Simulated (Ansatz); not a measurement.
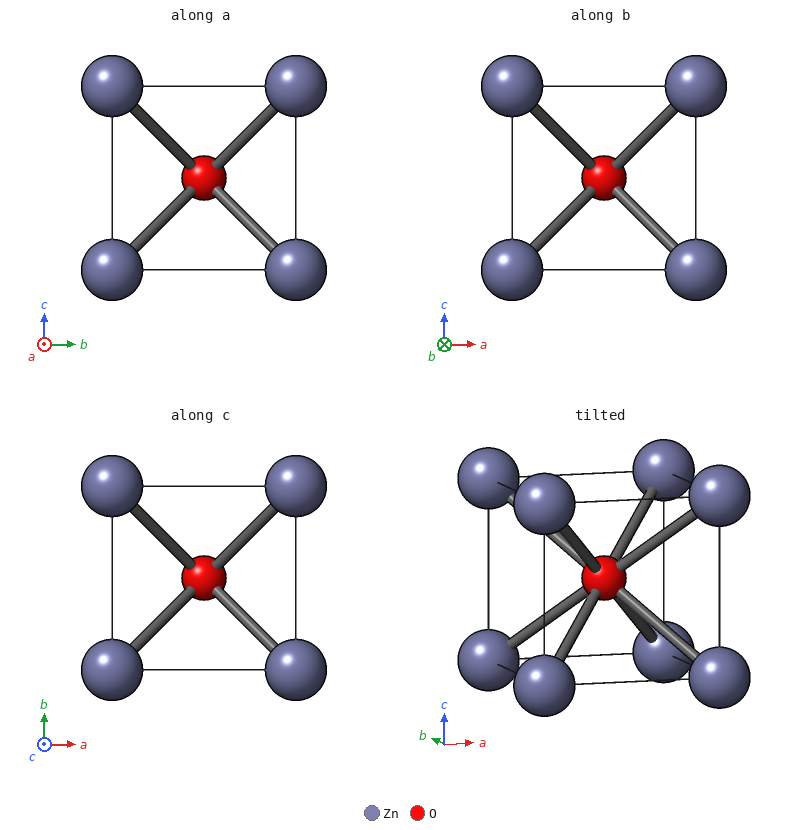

Structure drawing (ball-and-stick), viewed along the a axis, along the b axis, along the c axis and slightly off an axis. Thin lines show the conventional unit cell, with boundary atoms drawn in all their periodic places.

Lattice parameters: a = 2.6882 Å, b = 2.6882 Å, c = 2.6882 Å, α = 90.000°, β = 90.000°, γ = 90.000°.

Write the structure as a CIF with its space group and independent sites.

Answer.
```cif
data_structure
_symmetry_space_group_name_H-M 'P m -3 m'
_symmetry_Int_Tables_number 221
_cell_length_a 2.6882
_cell_length_b 2.6882
_cell_length_c 2.6882
_cell_angle_alpha 90.000
_cell_angle_beta 90.000
_cell_angle_gamma 90.000
_cell_volume 19.43
loop_
_atom_site_label
_atom_site_type_symbol
_atom_site_symmetry_multiplicity
_atom_site_Wyckoff_symbol
_atom_site_fract_x
_atom_site_fract_y
_atom_site_fract_z
_atom_site_occupancy
Zn1 Zn 1 a 0.0000 0.0000 0.0000 1
O1 O 1 b 0.5000 0.5000 0.5000 1
```

It derives from a structure type filled with these elements by a generator (whether the compound takes this form wasn't checked). This is the structure after a relaxation with DFT PBE, scalar-relativistic, plane waves, PAW in Ansatz.
